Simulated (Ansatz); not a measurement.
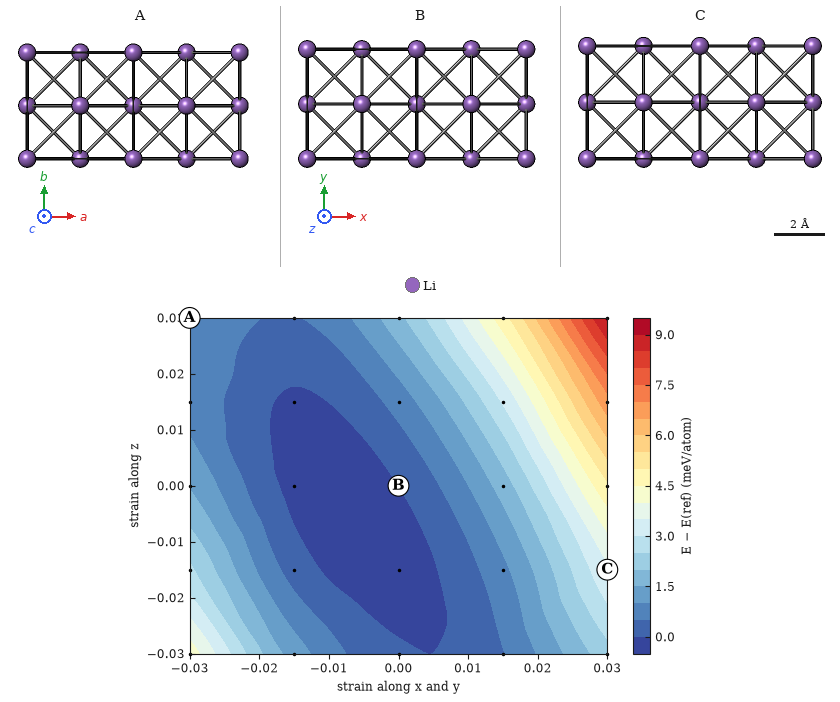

Energy scan for solid Li (Fm-3m), in which the cell is strained equally along x and y and separately along z, with the atoms kept at their fractional coordinates. x, y and z are the Cartesian axes of the input. The map is interpolated between the computed points (dots). The lettered frames are marked on it. A ball-and-stick model of the conventional cell (4 times the calculation's cell), repeated 2 × 1 × 1 with one cell outlined, seen along the c axis. Lengths and directions refer to the drawn axes.

These are results of DFT r2SCAN, scalar-relativistic, plane waves, PAW (Ansatz), not measurements. (plane-wave cutoff 500 eV; k-point mesh 18 × 18 × 18; occupations gaussian; smearing width 0.15 eV; no spin polarisation). Energies (free energies at the smearing named) are counted from the cell as listed in its source, which wasn't relaxed.

### Where is the lowest point of the map, and what else does it tell?

In pairs of (strain along x and y; strain along z): the lowest computed point lies at (0.000, −0.015) (−0.2 meV/atom), the highest at (0.030, 0.030) (9.1 meV/atom). The valley is tilted: raising the in-plane strain is made harder by raising the strain along z (cross term 0.74 of the geometric mean of the two curvatures). Over the ranges scanned the energy rises more along the first axis, the in-plane strain. The pressure runs from −1.2 GPa at (0.030, 0.030) to 1.1 GPa at (−0.030, −0.030). The frames lie at A (−0.030, 0.030): 0.8 meV/atom, B (0.000, 0.000): 0.0 meV/atom, C (0.030, −0.015): 3.4 meV/atom.

The computed points:

Rows: strain along x and y; columns: strain along z; values in meV/atom.

```tsv
	−0.030	−0.015	0.000	0.015	0.030
−0.030	4.3	2.6	1.5	0.9	0.8
−0.015	1.3	0.3	−0.1	−0.1	0.5
0.000	0.1	−0.2	0.0	0.7	1.9
0.015	0.5	0.9	1.7	3.0	4.8
0.030	2.3	3.4	4.9	6.8	9.1
```
